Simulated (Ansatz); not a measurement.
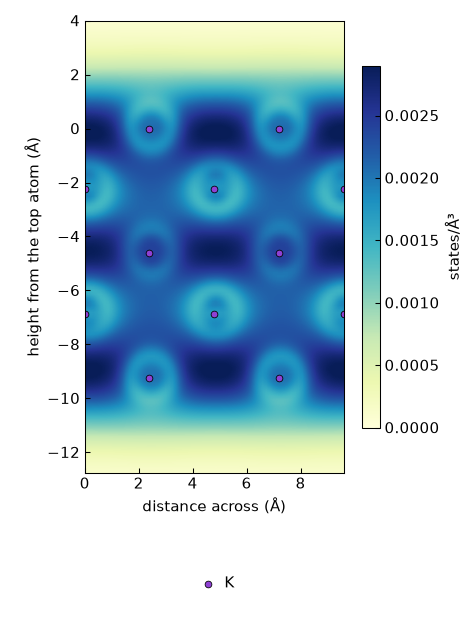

Density of all states between −0.50 and −0.25 eV (zero: the Fermi level) of K(110) (Fm-3m bulk, the cell from a database of computed structures, not from a measurement, 5 atomic planes (those closer than 0.6 Å count as one), 9 Å): side view, averaged along the second cell vector.

The picture shows the smooth PAW orbitals' density alone; the shares below count all of it.

All numbers here come from Ansatz, DFT PBE, scalar-relativistic, plane waves, PAW. Cutoff 420 eV, 18 × 13 k-points, Gaussian smearing 0.1 eV, dipole correction. The slab is a cut without reconstruction beyond its cell, at the source's lattice constants, with its lower half held fixed and the rest relaxed. This isn't the element's usual bcc form. No spin polarisation. The run warns that the functional's potential is rough in the thin density of the vacuum, where the tip is; weak contrasts and barriers may feel it.

Input

```yaml
crystal:
  lattice:
    - [4.79683254, 0.0, 0.0]
    - [0.0, 6.78374564, 0.0]
    - [0.0, 0.0, 29.5936650341]
  atoms:
    - { symbol: K, position: [0.5, 0.5, 0.3379101571] }
    - { symbol: K, position: [0.0, 0.0, 0.4189550785] }
    - { symbol: K, position: [0.5, 0.5, 0.4953872784] }
    - { symbol: K, position: [0.0, 0.0, 0.5754721242] }
    - { symbol: K, position: [0.5, 0.5, 0.6508597506] }
basis:
  ecutwfc: 420.0
  fft_grid_basis: typed
kpoints:
  mp_grid: { grid: [18, 13, 1] }
hamiltonian:
  xc: pbe
  pseudopotentials: { kind: paw }
scf:
  occupations: { method: gaussian, width: 0.1 }
output:
  forces: true
  eigenvalues: true
  band_densities:
    - { e_range: [-2.0, -1.0] }
    - { e_range: [-1.0, -0.5] }
    - { e_range: [-0.5, -0.25] }
    - { e_range: [-0.25, 0.0] }
    - { e_range: [0.0, 0.25] }
    - { e_range: [0.25, 0.5] }
    - { e_range: [0.5, 1.0] }
  band_residual_tolerance: 1.0e-05
  write_potential: true
  elf: true
  write_density: true
  volumetric_format: npy
efield:
  axis: 3
  dipole_correction: true
  ramp_width: 0.04
checkpoint:
  read: start.run
  write: ck
  compress: false
  write_wavefunctions: false
  write_every: 100000
```

Run with:

```sh
ansatz run input.yaml --threads 1 --pin off --max-ram 2211MiB --backend cpu --events-out ev --progress --plain --runs-dir out
```

Run time of this step alone (it restarts from the relaxed density): 12 min on 1 thread of Arm Neoverse N1, on a shared host, peak memory 1.8 GiB.

**Where in the slab do these states sit?**

The window holds 0.94 states per cell. Shares by plane (space cut midway between planes), top to bottom: K 24 %, K 15 %, K 20 %, K 16 %, K 25 %; the outer planes' shares include the vacuum, and density in a gap between layers is shared out between the planes on either side.
